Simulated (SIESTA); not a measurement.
**A series of single points on AlRu**

System: AlRu (Pm-3m, 2 atoms in the cell).
Method: Kohn-Sham DFT of a periodic cell, PBEsol, PseudoDojo 0.4 standard, converted to PSML, no spin polarisation (SIESTA 5.4.2).

The 7 runs differ only in the geometry, by an even scaling of the cell at fixed fractional positions. The structure derives from an entry of the Crystallography Open Database.

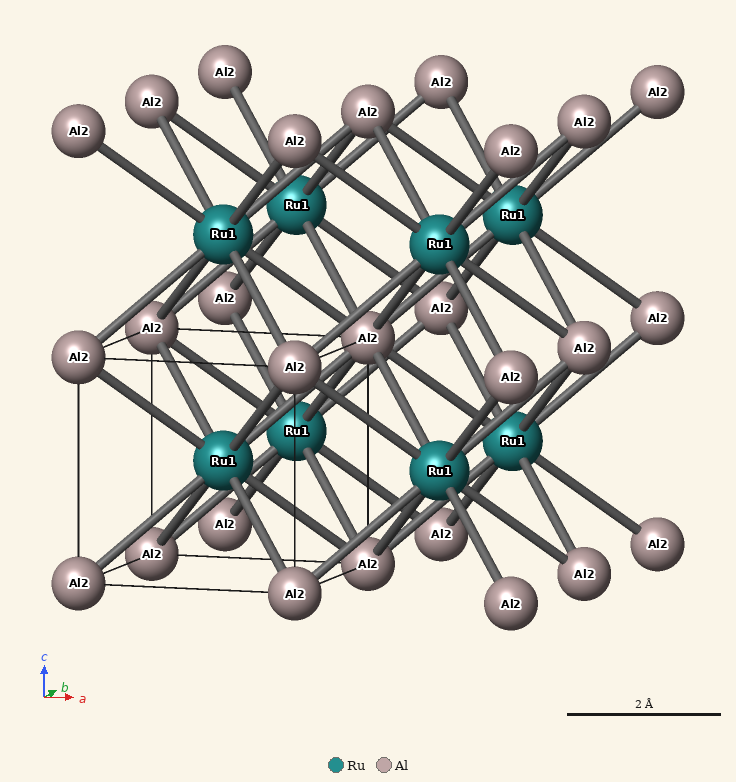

Figure 1. The structure of run 4 (ball-and-stick view of the cell of the calculation, repeated 2 × 2 × 2, seen slightly off an axis; atoms are numbered from 1 in the order of the input). An atom can appear more than once, as a periodic image.

### Input of run 4
```
SystemName                      AlRu
SystemLabel                     AlRu
NumberOfSpecies                 2
NumberOfAtoms                   2
%block ChemicalSpeciesLabel
  1  44 Ru
  2  13 Al
%endblock ChemicalSpeciesLabel

LatticeConstant                 1.0 Ang
%block LatticeVectors
     2.9916000000     0.0000000000     0.0000000000
     0.0000000000     2.9916000000     0.0000000000
     0.0000000000     0.0000000000     2.9916000000
%endblock LatticeVectors
AtomicCoordinatesFormat         Fractional
%block AtomicCoordinatesAndAtomicSpecies
     0.5000000000     0.5000000000     0.5000000000  1  Ru
     0.0000000000     0.0000000000     0.0000000000  2  Al
%endblock AtomicCoordinatesAndAtomicSpecies

%block kgrid.MonkhorstPack
    9   0   0  0.0
    0   9   0  0.0
    0   0   9  0.0
%endblock kgrid.MonkhorstPack
XC.Functional                   GGA
XC.Authors                      PBEsol
PAO.BasisSize                   DZP
PAO.EnergyShift                 0.003 Ry
Mesh.Cutoff                     800 Ry
OccupationFunction              FD
ElectronicTemperature           0.05 eV
MaxSCFIterations                120
SCF.MustConverge                false
SCF.Mixer.Method                Pulay
SCF.Mixer.Weight                0.25
SCF.Mixer.History               8
SCF.DM.Tolerance                5.0e-05
SCF.H.Tolerance                 1.0e-03 eV
WriteForces                     true
Charge.Mulliken                 end
%block PAO.Basis
  Ru 5
  n=4 0 2
    3.003 0.000
  n=5 0 2
    8.548 0.000
  n=4 1 2
    3.442 0.000
  n=5 1 1
    8.548
  n=4 2 2
    5.925 0.000
%endblock PAO.Basis
```

Command:
```bash
siesta AlRu.fdf > AlRu.out 2>&1
```

Lattice vectors (Å) and fractional positions of run 4:
```
   2.991600    0.000000    0.000000
   0.000000    2.991600    0.000000
   0.000000    0.000000    2.991600
Ru  0.500000  0.500000  0.500000
Al  0.000000  0.000000  0.000000
```

Run 2 differs from it as follows:
```diff
-     2.9916000000     0.0000000000     0.0000000000
-     0.0000000000     2.9916000000     0.0000000000
-     0.0000000000     0.0000000000     2.9916000000
+     2.9511680166     0.0000000000     0.0000000000
+     0.0000000000     2.9511680166     0.0000000000
+     0.0000000000     0.0000000000     2.9511680166
```

### Results, with one run withheld

```csv
run,volume per atom (Å³),"free energy per atom, from the lowest run given (meV)",pressure (GPa)
1,12.584,27.42,13.52
2,12.851,?,?
3,13.119,0.84,2.87
4,13.387,0.00,−1.74
5,13.655,6.41,−5.82
6,13.922,19.14,−9.35
7,14.190,37.53,−12.60
```

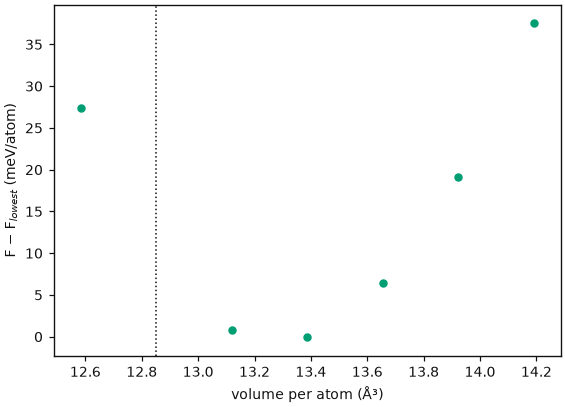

Figure 2. Free energy per atom of the runs given; the dotted line marks run 2.

Estimate the energy of run 2 from the others.

A cubic polynomial in V^(−2/3) (the Birch–Murnaghan form), fitted to the 6 runs given, misses them by at most 0.03 meV per atom. With x = V^(−2/3) − 0.17674 Å⁻², it reads F = 1.0685 − 2053.2 x + 6.4468e+05 x² + 1.3517e+06 x³ (meV per atom). At run 2 it gives 9.64 meV per atom, and the run itself gives 9.65. The slope of the fit gives a pressure −dF/dV of 7.87 GPa there, and the run prints 7.87 GPa. The fit has its minimum at 13.280 Å³ per atom, where V d²F/dV² gives 222 GPa: the bulk modulus at this level, since symmetry fixes the shape and the positions.

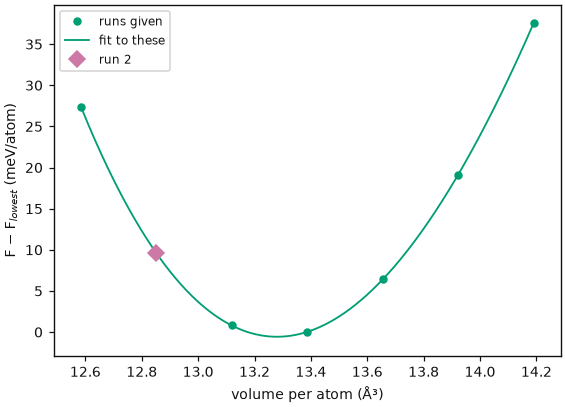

Figure 3. The fit and the withheld run.

### Some lines of the output (run 2)
```
[...]
outcell: Cell volume (Ang**3)        :     25.7029
stepf: Fermi-Dirac step function
siesta: Etot    =     -2809.428145
siesta: FreeEng =     -2809.435012
        iscf     Eharris(eV)        E_KS(eV)     FreeEng(eV)     dDmax    Ef(eV) dHmax(eV)
siesta: E_KS(eV) =            -2813.0279
siesta: E_KS - E_eggbox =     -2813.0279
siesta: Etot    =     -2813.027865
siesta: FreeEng =     -2813.042129
siesta:         Fermi =      -7.161930
siesta: Cell volume =         25.702881 Ang**3
    Orbital volume contribution        =           3.220435 eV
```

Notes: Points of doubt noted for this run: mulliken charges of long orbitals. With a small basis of atomic orbitals these values can differ much from converged plane-wave results.
